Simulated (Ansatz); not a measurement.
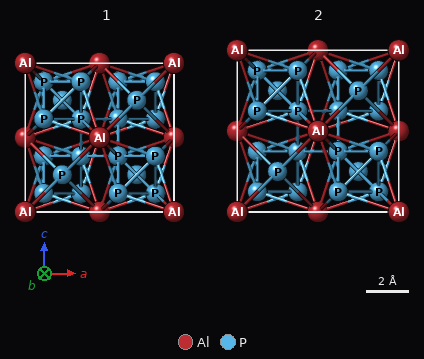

Two geometries of crystalline AlP5 (a generated structure, set up in F-43m) (coarse preliminary run), drawn at one scale. One is the start of a relaxation, the other its converged end. The picture is a ball-and-stick view of the conventional cell (4 times the calculation's cell), seen along the b axis. Lengths and directions refer to the drawn axes.

Theory: Ansatz 0.2.0, DFT PBE, scalar-relativistic, plane waves, PAW. Settings: plane-wave cutoff 420 eV; k-point mesh 4 × 4 × 4; occupations gaussian; smearing width 0.1 eV; no spin polarisation; cell and atoms relaxed; force threshold 0.04 eV/Å; at most 70 steps.

### Which one is relaxed?

Structure 1 is the relaxed one. No atom moves by more than 0.005 Å relative to the cell. The volume changes by −21.9 %, with a = b = c 7.751 → 7.136 Å (−7.9 %). Among the contacts that change: Al–P 3.356 → 3.090 Å, Al–P 3.213 → 2.959 Å, P–P 2.740 → 2.521 Å. The space group stays F-43m (No. 216). After 4 accepted moves (5 points after the start) the energy has fallen by 215 meV per atom. Largest force component: 0.036 eV/Å at the start, 0.0013 eV/Å at the end. Pressure: −13.05 GPa at the start and −0.03 GPa at the end. The SCF was repeated once at an unchanged geometry on a basis and grid sized afresh for the cell, which shifted the energy by 0.2 meV per atom at most. The run took 49 s on 1 thread of Intel(R) Xeon(R) Processor @ 2.50GHz (Skylake/Cascade Lake), on a shared host, peak memory 0.35 GiB.
